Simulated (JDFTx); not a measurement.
## Energy of H₄NF along an even scaling of the cell

System: H₄NF (P6₃mc, 12 atoms in the cell).
Method: Kohn-Sham DFT of a periodic cell, PBEsol, PseudoDojo-SR-PBEsol-0.4.1-standard, no spin polarisation (JDFTx 1.7.0 (patched build)).

The 7 runs differ only in the geometry, by an even scaling of the cell at fixed fractional positions. The structure derives from an entry of the Crystallography Open Database.

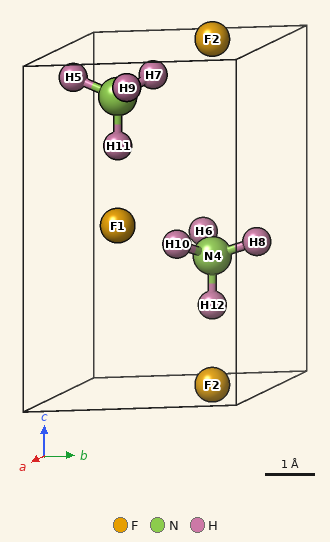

Figure 1. The structure of run 4 (ball-and-stick view of the cell of the calculation, seen slightly off an axis; atoms are numbered from 1 in the order of the input). An atom can appear more than once, as a periodic image.

**Input of run 4**
```
lattice \
    8.3828250888    -4.1914125444     0.0000000000 \
    0.0000000000     7.2597394824     0.0000000000 \
    0.0000000000     0.0000000000    13.5266596001
coords-type Lattice
ion F      0.6666666667     0.3333333333     0.5000000000 1
ion F      0.3333333333     0.6666666667     0.0000000000 1
ion N      0.6666666667     0.3333333333     0.8735000000 1
ion N      0.3333333333     0.6666666667     0.3735000000 1
ion H      0.5417000000     0.0834000000     0.9214000000 1
ion H      0.0834000000     0.5417000000     0.4214000000 1
ion H      0.5417000000     0.4583000000     0.9214000000 1
ion H      0.4583000000     0.9166000000     0.4214000000 1
ion H      0.9166000000     0.4583000000     0.9214000000 1
ion H      0.4583000000     0.5417000000     0.4214000000 1
ion H      0.6666666667     0.3333333333     0.7308000000 1
ion H      0.3333333333     0.6666666667     0.2308000000 1

ion-species pseudo/F.upf
ion-species pseudo/N.upf
ion-species pseudo/H.upf
elec-cutoff 42 336
elec-ex-corr gga-PBEsol
kpoint-folding 7 7 4
elec-smearing Fermi 0.0018374661
elec-n-bands 23
electronic-SCF nIterations 100 energyDiffThreshold 1e-09
electronic-minimize nIterations 30 energyDiffThreshold 1e-7
forces-output-coords Cartesian

dump-name run.$VAR
dump End Ecomponents EigStats BandEigs Kpoints Forces Stress
```

Command:
```bash
jdftx -c 1 -i H4NF.in -o H4NF.out
```

Run 6 differs from it as follows:
```diff
-    8.3828250888    -4.1914125444     0.0000000000 \
-    0.0000000000     7.2597394824     0.0000000000 \
-    0.0000000000     0.0000000000    13.5266596001
+    8.4931380693    -4.2465690347     0.0000000000 \
+    0.0000000000     7.3552733258     0.0000000000 \
+    0.0000000000     0.0000000000    13.7046623760
```

**Results, with one run withheld**

| run | volume per atom (Å³) | free energy per atom, from the lowest run given (meV) | pressure (GPa) | gap on the mesh (eV) |
| --- | --- | --- | --- | --- |
| 1 | 9.555 | 29.52 | 8.77 | 6.29 |
| 2 | 9.759 | 19.57 | 6.93 | 6.23 |
| 3 | 9.962 | 11.85 | 5.23 | 6.18 |
| 4 | 10.165 | 6.20 | 3.68 | 6.13 |
| 5 | 10.369 | 2.44 | 2.25 | 6.07 |
| 6 | 10.572 | ? | ? | ? |
| 7 | 10.775 | 0.00 | −0.27 | 5.97 |

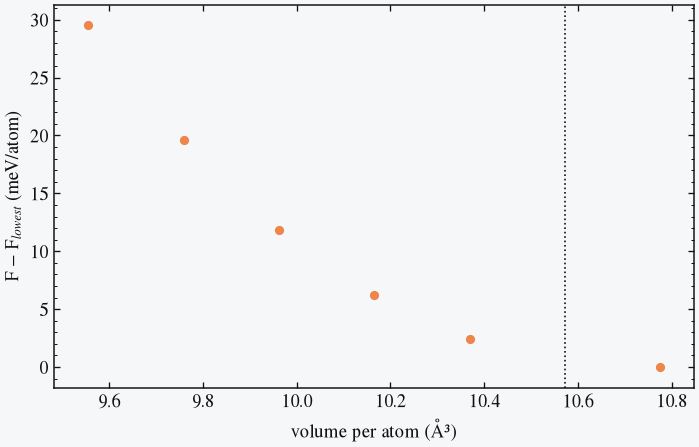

Figure 2. Free energy per atom of the runs given; the dotted line marks run 6.

What should run 6 give?

A cubic polynomial in V^(−2/3) (the Birch–Murnaghan form), fitted to the 6 runs given, misses them by at most 0.01 meV per atom. With x = V^(−2/3) − 0.21424 Å⁻², it reads F = 8.2185 + 1893.2 x + 1.0669e+05 x² − 2.0966e+05 x³ (meV per atom). At run 6 it gives 0.41 meV per atom, and the run itself gives 0.42. The slope of the fit gives a pressure −dF/dV of 0.94 GPa there, and the run prints 0.94 GPa. The fit has its minimum at 10.728 Å³ per atom, where V d²F/dV² gives 62.9 GPa. Cell shape and fractional positions are held, so this is the stiffness under even scaling; the relaxed bulk modulus wasn't computed and can be far lower in a crystal of layers, chains or molecules like this one. The gap on the mesh goes, without turning, from 6.29 eV in run 1 to 5.97 eV in run 7; run 6 has 6.02 eV. These are gaps of this functional on this mesh, which can miss the band edges; they aren't the measured gap.

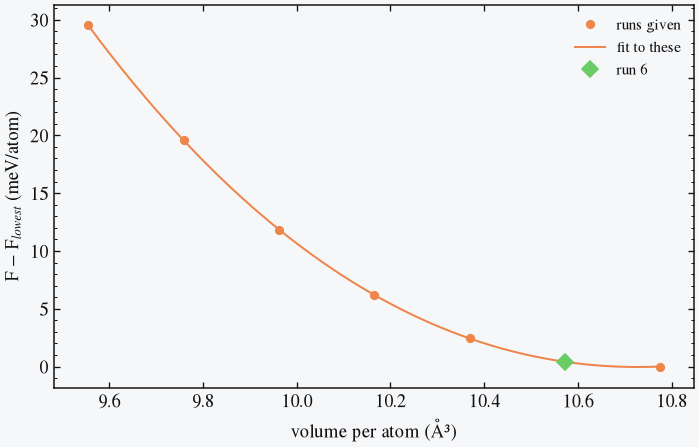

Figure 3. The fit and the withheld run.

**Some lines of the output (run 6)**
```
[...]
unit cell volume = 856.121
     Etot =      -72.7209291397536362
        F =      -72.7209291397536362
	HOMO-LUMO gap: +0.221210
	Optical gap  : +0.228184 at state 0 ( [ +0.000000 +0.000000 +0.000000 ] spin 0 )
```
